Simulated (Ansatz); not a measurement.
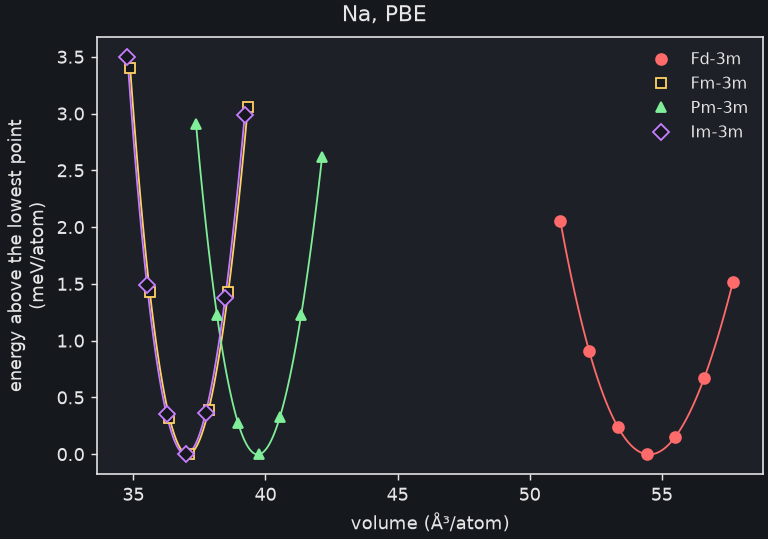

**Figure.** Energy above the lowest point against volume, with one curve for each structure, for Na. Each energy curve has its own zero, so the curves don't rank the structures.

Settings that differ: Fd-3m: k mesh 25×25×25, atoms in cell 2, density tolerance 1.1e−07 eV, lattice centring face-centred primitive, space group number 227, structure type diamond; Fm-3m: k mesh 35×35×35, atoms in cell 1, density tolerance 1e−07 eV, lattice centring face-centred primitive, space group number 225, structure type fcc; Pm-3m: k mesh 32×32×32, atoms in cell 1, density tolerance 1e−07 eV, lattice centring simple cubic, space group number 221, structure type simple cubic; Im-3m: k mesh 19×19×19, atoms in cell 1, density tolerance 1e−07 eV, lattice centring body-centred primitive, space group number 229, structure type bcc.

The fitted equilibrium volumes, smallest first, are Im-3m 36.98, Fm-3m 37.06, Pm-3m 39.71, Fd-3m 54.53 Å³/atom. The fitted bulk moduli, smallest first, are Fd-3m 2.88, Pm-3m 6.17, Fm-3m 7.73, Im-3m 7.76 GPa.

Computed with Ansatz 0.2.0 development build: equation of state of a cubic crystal from periodic Kohn-Sham density functional theory without spin, third-order Birch-Murnaghan fit to the free energies; pressure corrected for the finite basis. Level: PBE.

- occupation method: Fermi–Dirac
- occupation width: 0.06123 eV
- wave cutoff: 420 eV
- datasets: soft-1 PAW
- density cutoff ratio: 4
- search for lower states: default

Keep in mind: cubic model structure, not the ambient form (Fd-3m, Fm-3m, Pm-3m).
